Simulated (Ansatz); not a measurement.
## A series of single points on AlRu

System: AlRu (Pm-3m, 2 atoms in the cell).
Method: Kohn-Sham DFT of a periodic cell, PBE, Ansatz PAW, no spin polarisation (Ansatz 0.2.0).

The 5 runs differ only in the geometry, by an even scaling of the cell at fixed fractional positions. The structure derives from an entry of the Crystallography Open Database.

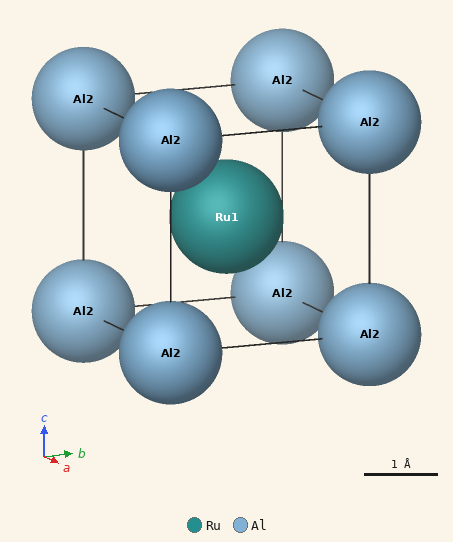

Figure 1. The structure of run 3 (spheres-only view of the cell of the calculation, seen slightly off an axis; atoms are numbered from 1 in the order of the input).

### Input of run 3
```yaml
crystal:
  lattice:
    - [2.9916, 0.0, 0.0]
    - [0.0, 2.9916, 0.0]
    - [0.0, 0.0, 2.9916]
  atoms:
    - { symbol: Ru, position: [0.5, 0.5, 0.5] }
    - { symbol: Al, position: [0.0, 0.0, 0.0] }
hamiltonian:
  xc: pbe
  pseudopotentials: { kind: paw }
kpoints:
  mp_grid: { grid: [9, 9, 9] }
scf:
  occupations: { method: fermi_dirac, width: 0.05 }
output:
  forces: true
  stress: true
  eigenvalues: true
```

Command:
```bash
ansatz run input.yaml --threads 2 --pin off --max-ram 5120MiB --backend cpu --events-out ev --progress --plain --runs-dir out
```

Lattice vectors (Å) and fractional positions of run 3:
```
   2.991600    0.000000    0.000000
   0.000000    2.991600    0.000000
   0.000000    0.000000    2.991600
Ru  0.500000  0.500000  0.500000
Al  0.000000  0.000000  0.000000
```

Run 2 differs from it as follows:
```diff
-    - [2.9916, 0.0, 0.0]
-    - [0.0, 2.9916, 0.0]
-    - [0.0, 0.0, 2.9916]
+    - [2.9715215427, 0.0, 0.0]
+    - [0.0, 2.9715215427, 0.0]
+    - [0.0, 0.0, 2.9715215427]
```

### Results, with one run withheld

| run | volume per atom (Å³) | free energy per atom, from the lowest run given (meV) | pressure (GPa) |
| --- | --- | --- | --- |
| 1 | 12.584 | 48.84 | 17.76 |
| 2 | 13.119 | ? | ? |
| 3 | 13.387 | 0.00 | 2.54 |
| 4 | 13.922 | 4.91 | −5.20 |
| 5 | 14.190 | 16.41 | −8.49 |

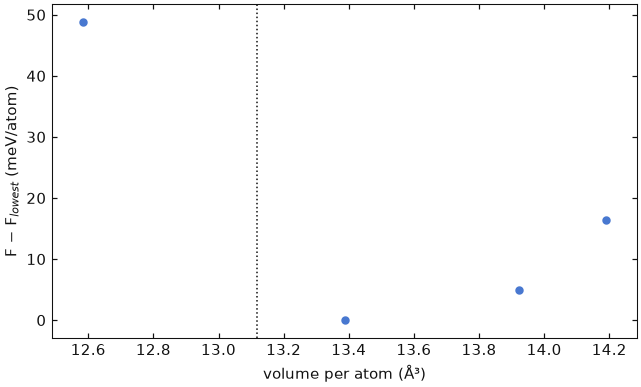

Figure 2. Free energy per atom of the runs given; the dotted line marks run 2.

Fit the runs given and predict run 2.

A quadratic polynomial in V^(−2/3) (the Birch–Murnaghan form), fitted to the 4 runs given, misses them by at most 0.06 meV per atom. With x = V^(−2/3) − 0.17640 Å⁻², it reads F = −1.1494 + 607.43 x + 6.3028e+05 x² (meV per atom). At run 2 it gives 8.09 meV per atom, and the run itself gives 7.97. The slope of the fit gives a pressure −dF/dV of 7.12 GPa there, and the run prints 7.08 GPa. The fit has its minimum at 13.553 Å³ per atom, where V d²F/dV² gives 205 GPa: the bulk modulus at this level, since symmetry fixes the shape and the positions.

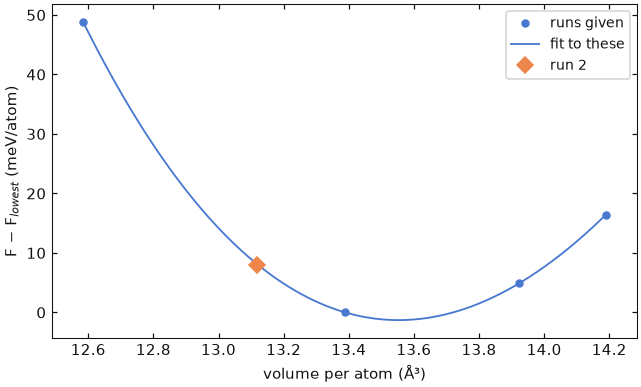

Figure 3. The fit and the withheld run.

### Output, shortened to warnings, some set-up lines, iterations and results (run 2)
```
Basis set: ecut = 420 eV, 485 PW (Γ), exchange–correlation on 40×40×40 points (8 copies of the dense FFT grid, shifted against one another)
Symmetry: 48 space group operations
k-points: 35 of 729
Initial density: superposition of atomic densities (neutral atoms: chi_scale 0, normalization atom), corrected by the library's trained network
[...]
SCF iter   1: F=—  HF=-6417.455325 eV  |F-HF|=—  |Δ(HF+E_count)|=         —  Δρ=7.45e-3  dr2=9.30e-3  ethr=1.77e-3  ⟨swp⟩=5.2  Hψ=2666  notcnv=0
SCF iter   2: F=—  HF=-6417.453907 eV  |F-HF|=—  |Δ(HF+E_count)|=   1.42e-3  Δρ=4.23e-3  dr2=3.62e-3  ethr=4.89e-5  ⟨swp⟩=1.9  Hψ=838  notcnv=0
SCF iter   3: F=—  HF=-6417.453161 eV  |F-HF|=—  |Δ(HF+E_count)|=   7.46e-4  Δρ=3.89e-4  dr2=2.67e-5  ethr=1.91e-5  ⟨swp⟩=2.0  Hψ=624  notcnv=0
SCF iter   4: F=—  HF=-6417.453102 eV  |F-HF|=—  |Δ(HF+E_count)|=   5.93e-5  Δρ=1.13e-4  dr2=2.88e-6  ethr=1.41e-7  ⟨swp⟩=2.0  Hψ=635  notcnv=0
SCF iter   5: F=-6417.453101 eV  HF=-6417.453101 eV  |F-HF|=1.08e-8  |Δ(HF+E_count)|=   4.98e-7  Δρ=1.26e-5  dr2=1.88e-8  ethr=1.52e-8  ⟨swp⟩=2.5  Hψ=711  notcnv=0
SCF iter   6: F=-6417.453101 eV  HF=-6417.453101 eV  |F-HF|=2.67e-10  |Δ(HF+E_count)|=   3.70e-9  Δρ=2.27e-6  dr2=4.93e-10  ethr=9.88e-11  ⟨swp⟩=2.1  Hψ=1567  notcnv=0
SCF 1 converged in 6 iterations: F = -6417.453101 eV  dr2 = 4.93e-10
SCF converged after 6 iterations
Free energy (F): -6417.453101 eV
Harris-Foulkes:  -6417.453101 eV  (|F-HF|=2.67e-10)
Internal energy: -6417.438119 eV  (E = F + TS)
E sigma→0 (E₀):  -6417.445610 eV
Entropy (-TS):   -0.014982 eV (-7.491 meV/atom)
Fermi energy:    16.429145 eV
--- Per-component energies (eV) ---
  E_band       = -113.322318
  E_kinetic    = 544.238493
  E_local      = -1778.210113  (includes V_loc(G=0)·N_el)
  E_nonlocal   = 354.694326
  E_hartree    = 632.101721
  E_xc         = -232.676034
  E_vxc        = -271.325592  (∫ρ·V_xc dr)
  E_paw        = -3929.283611  (= ΣΔE_a)
  E_vpaw       = -226.921880  (= ΣTr[D̂ρ^β])
  E_aug_tail   = -0.000178  (compensation charges beyond the density's cutoff)
  E_ewald      = -2008.302724
  E_smearing   = -0.014982  (= −TS)
  E_closure    = -0.000000  (closes the sum)
  Σ components = -6417.453101   (vs F -6417.453101, Δ=0.00e0)
--- Forces (eV/Å), atoms counted from 1 ---
  atom   1  Ru     0.00000000    -0.00000000     0.00000000
  atom   2  Al    -0.00000000     0.00000000     0.00000000
  max |Σ_I F_I| component: 3.55e-29 eV/Å
--- Stress (GPa, compression-positive) ---
        7.080635      -0.000000      -0.000000
       -0.000000       7.080635       0.000000
       -0.000000       0.000000       7.080635
  P = ⅓ Tr σ = 7.0806 GPa (70.806 kbar)
```
